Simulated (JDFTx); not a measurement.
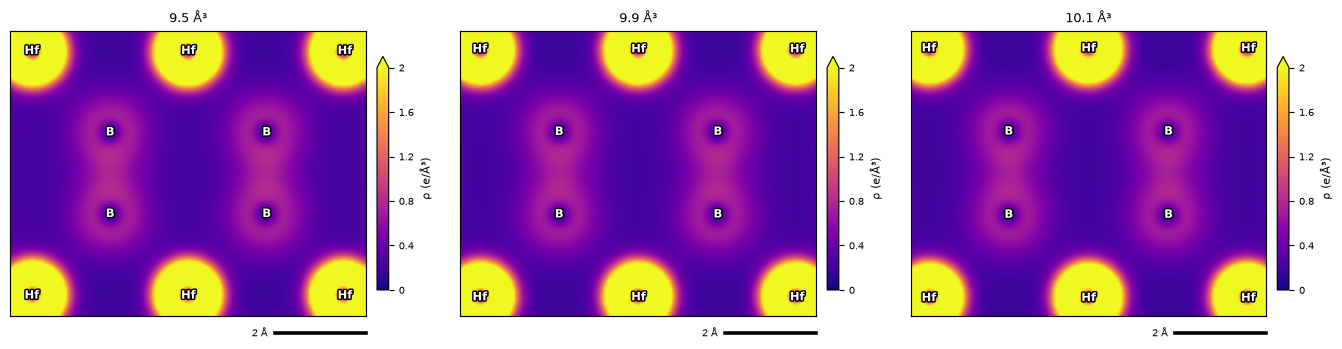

HfB2. The valence pseudo-density of cells scaled evenly to different volumes (given per atom above each panel), on the (110) plane of each (indices in the axes of the cell below), at one length scale and on one colour scale.

These are results of Kohn-Sham DFT of a periodic cell, PBE, PseudoDojo-SR-PBE-0.5-standard in JDFTx, not measurements.

In a pseudopotential calculation such maps are meaningful between the atoms, not at the nuclei.

The largest cell:

```xyz
3
Lattice="3.2016 0.0000 0.0000 -1.6008 2.7727 0.0000 0.0000 0.0000 3.5483" Properties=species:S:1:pos:R:3 pbc="T T T"
Hf    0.0000    0.0000    0.0000
B     1.6008    0.9242    1.7741
B     0.0000    1.8484    1.7741
```

| volume (Å³/atom) | B–B contact in the plane (Å) | ρ at its midpoint (e/Å³) | pressure (GPa) | 
| --- | --- | --- | --- |
| 9.51 | 1.788 | 0.775 | 13.1 | 
| 9.90 | 1.813 | 0.744 | 1.7 | 
| 10.10 | 1.825 | 0.729 | −3.2 | 
| 10.30 | 1.837 | ? | ? | 
| 10.50 | 1.848 | 0.703 | −11.7 | 

Estimate the missing row, and compare with the calculation.

Over the known rows ln ρ falls by 1.63 per Å of B–B distance (a least-squares line), which gives 0.715 e/Å³ at 1.837 Å; the calculation gives 0.715 e/Å³. For the pressure, a straight line in volume between the neighbouring rows gives −7.5 GPa; the calculation gives −7.7.
